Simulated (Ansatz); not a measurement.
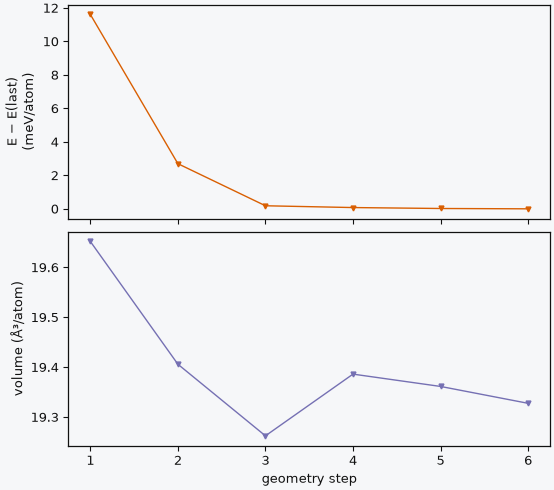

History of a geometry optimisation. Atoms and cell relax. A closing SCF on a freshly chosen basis isn't drawn.

The run: Ga (R-3m, 1 atom in the cell), by DFT PBE, scalar-relativistic, plane waves, PAW (Ansatz 0.2.0); cutoff 420 eV, 15×15×15 k-mesh, Gaussian smearing of 0.1 eV.

> How did the optimisation end?

The optimisation met its thresholds at geometry 6, counting the start as the first. The energy fell by about 12 meV/atom from the first step to the last. All forces vanish by symmetry, so only the cell moves.

> Was the starting cell too large or too small?

The volume shrinks from 19.65 to 19.33 Å³ per atom (−1.7 %), overshooting to 19.26 at step 3. The start was expanded.
